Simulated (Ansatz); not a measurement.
## Energy of MgO along a shift of atoms along one path

System: MgO (2 atoms in the cell).
Method: DFT PBEsol, scalar-relativistic, plane waves, PAW, no spin polarisation (Ansatz 0.2.0).

The 7 runs differ only in the geometry, by a shift of atoms along one path in a fixed cell. The shift s is measured from run 4: O2 moves along the Cartesian direction (0.71, 0.71, 0.00). The structure derives from an entry of the Crystallography Open Database.

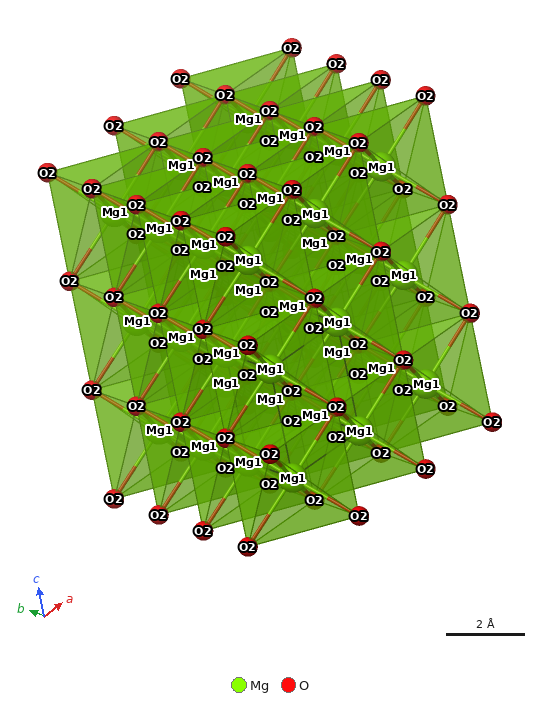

Figure 1. The structure of run 4 (polyhedral view of the cell of the calculation, repeated 2 × 3 × 2, seen slightly off an axis; polyhedra are completed across the faces of the cell; atoms are numbered from 1 in the order of the input). An atom can appear more than once, as a periodic image.

**Input of run 4**
```yaml
crystal:
  lattice:
    - [0.0, 2.13515, 2.13515]
    - [2.13515, 0.0, 2.13515]
    - [2.13515, 2.13515, 0.0]
  atoms:
    - { symbol: Mg, position: [0.0, 0.0, 0.0] }
    - { symbol: O, position: [0.5, 0.5, 0.5082793572] }
basis:
  ecutwfc: 420
kpoints:
  mp_grid: { grid: [10, 10, 10] }
hamiltonian:
  xc: pbesol
scf:
  occupations: { method: gaussian, width: 0.05 }
output:
  forces: true
  stress: true
  eigenvalues: true
```

Command:
```bash
ansatz run input.yaml --threads 1 --pin off --max-ram 2560MiB --backend cpu --events-out ev --progress --plain --runs-dir out
```

Run 3 differs from it as follows:
```diff
-    - { symbol: O, position: [0.5, 0.5, 0.5082793572] }
+    - { symbol: O, position: [0.5, 0.5, 0.5041396786] }
```

**Results, with one run withheld**

| run | shift s of O2 (Å) | free energy per atom, from the lowest run given (meV) | pressure (GPa) | gap on the mesh (eV) | force along the path (eV/Å) |
| --- | --- | --- | --- | --- | --- |
| 1 | −0.1250 | 10.32 | −4.93 | 4.24 | 0.444 |
| 2 | −0.0750 | 2.05 | −5.55 | 4.25 | 0.219 |
| 3 | −0.0125 | ? | ? | ? | ? |
| 4 | 0.0000 | 0.00 | −5.71 | 4.25 | −0.109 |
| 5 | 0.0375 | 3.59 | −5.44 | 4.25 | −0.275 |
| 6 | 0.0500 | 5.49 | −5.29 | 4.25 | −0.331 |
| 7 | 0.0625 | 7.73 | −5.13 | 4.25 | −0.387 |

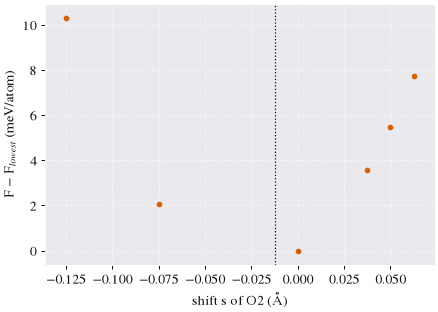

Figure 2. Free energy per atom of the runs given; the dotted line marks run 3.

Fit the runs given and predict run 3.

A cubic polynomial in the coordinate, fitted to the 6 runs given, misses them by at most 0.01 meV per atom. With x = s + 0.0083, it reads F = −0.39044 + 36.795 x + 1100.1 x² − 13.193 x³ (meV per atom). At run 3 it gives −0.53 meV per atom, and the run itself gives −0.51. The slope of the fit gives a force −dF/ds of −0.055 eV/Å along the path (summed over the atoms that move), and the printed forces give −0.055 eV/Å. The fit has its minimum at s = −0.0250 Å.

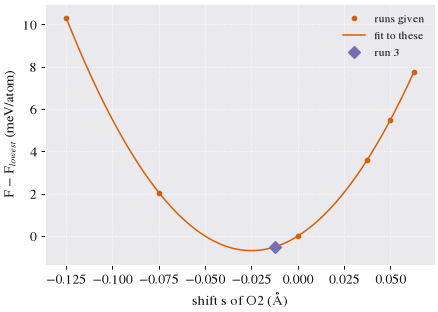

Figure 3. The fit and the withheld run.

**Output, shortened to warnings, some set-up lines, iterations and results (run 3)**
```
Basis set: ecut = 420 eV, 339 PW (Γ), exchange–correlation on 48×48×48 points (8 copies of the dense FFT grid, shifted against one another)
Symmetry: 4 space group operations
k-points: 171 of 1000 (time reversal used)
Initial density: superposition of atomic densities (neutral atoms: chi_scale 0, normalization atom), corrected by the library's trained network
[...]
SCF iter   1: F=—  HF=-2475.865826 eV  |F-HF|=—  |Δ(HF+E_count)|=         —  Δρ=1.40e-2  dr2=3.05e-2  ethr=1.77e-3  ⟨swp⟩=5.5  Hψ=11601  notcnv=0
SCF iter   2: F=—  HF=-2475.857718 eV  |F-HF|=—  |Δ(HF+E_count)|=   8.11e-3  Δρ=4.00e-3  dr2=3.08e-3  ethr=1.91e-4  ⟨swp⟩=2.0  Hψ=4072  notcnv=0
SCF iter   3: F=—  HF=-2475.856955 eV  |F-HF|=—  |Δ(HF+E_count)|=   7.63e-4  Δρ=6.27e-4  dr2=4.16e-5  ethr=1.93e-5  ⟨swp⟩=2.0  Hψ=2687  notcnv=0
SCF iter   4: F=—  HF=-2475.856947 eV  |F-HF|=—  |Δ(HF+E_count)|=   8.13e-6  Δρ=1.13e-4  dr2=1.08e-6  ethr=2.60e-7  ⟨swp⟩=2.7  Hψ=3015  notcnv=0
SCF iter   5: F=—  HF=-2475.856946 eV  |F-HF|=—  |Δ(HF+E_count)|=   7.64e-7  Δρ=3.76e-5  dr2=1.19e-7  ethr=6.73e-9  ⟨swp⟩=2.3  Hψ=3095  notcnv=0
SCF iter   6: F=-2475.856946 eV  HF=-2475.856946 eV  |F-HF|=3.09e-10  |Δ(HF+E_count)|=   5.25e-8  Δρ=3.65e-6  dr2=1.35e-9  ethr=6.25e-10  ⟨swp⟩=5.0  Hψ=9074  notcnv=0
SCF 1 converged in 6 iterations: F = -2475.856946 eV  dr2 = 1.35e-9
SCF converged after 6 iterations
Free energy (F): -2475.856946 eV
Harris-Foulkes:  -2475.856946 eV  (|F-HF|=3.09e-10)
Internal energy: -2475.856946 eV  (E = F + TS)
E sigma→0 (E₀):  -2475.856946 eV
Fermi energy:    9.637976 eV
--- Per-component energies (eV) ---
  E_band       = -300.555290
  E_kinetic    = 253.806872
  E_local      = -1626.853918  (includes V_loc(G=0)·N_el)
  E_nonlocal   = 143.674275
  E_hartree    = 561.863943
  E_xc         = -103.515019
  E_vxc        = -133.359411  (∫ρ·V_xc dr)
  E_paw        = -433.161805  (= ΣΔE_a)
  E_vpaw       = -61.552785  (= ΣTr[D̂ρ^β])
  E_aug_tail   = 0.002447  (compensation charges beyond the density's cutoff)
  E_ewald      = -1271.767892
  E_core_change = 0.094150  (= ΣΔE_core)
  E_smearing   = -0.000000  (= −TS)
  E_closure    = 0.000000  (closes the sum)
  Σ components = -2475.856946   (vs F -2475.856946, Δ=0.00e0)
--- Forces (eV/Å), atoms counted from 1 ---
  atom   1  Mg     0.03859502     0.03859502     0.00000000
  atom   2  O     -0.03859517    -0.03859517     0.00000000
  max |Σ_I F_I| component: 1.47e-7 eV/Å
--- Stress (GPa, compression-positive) ---
       -5.738137      -0.002940       0.000000
       -0.002940      -5.738137       0.000000
        0.000000       0.000000      -5.761499
  P = ⅓ Tr σ = -5.7459 GPa (-57.459 kbar)
```
